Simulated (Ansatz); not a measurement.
System: KBr, space group R-3m (No. 166), 2 atoms in the cell, CsCl type, epitaxial (111) strain +2.9%.

Space group R-3m:H (No. 166). a = 5.784 Å, b = 5.784 Å, c = 6.712 Å, α = 90.00°, β = 90.00°, γ = 120.00°
```tsv
atom	site	symmetry	x	y	z
K	3a	-3m	0.0000	0.0000	0.0000
Br	3b	-3m	0.0000	0.0000	0.5000
```

Method: DFT, PBE, plane waves, PAW, no spin polarisation, 6×6×6 k mesh, 420 eV cutoff, Fermi-Dirac smearing of 0.02 eV (Ansatz).

What will the density of states look like?

There is a gap; over the k points computed it is 3.93 eV (indirect; the smallest direct gap is 4.17 eV). The upper group of valence states starts about 2.0 eV under the valence-band top (which lies at −2.0 eV on this axis), with a gap beneath it; it holds about 6 electrons a cell.

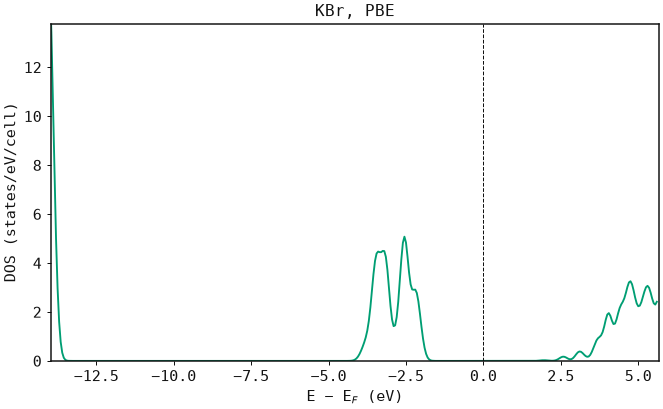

Density of states. Energies are counted from the Fermi level. The curve is built from the levels of the k mesh with Gaussians 0.3 eV wide, which also blur the band edges.
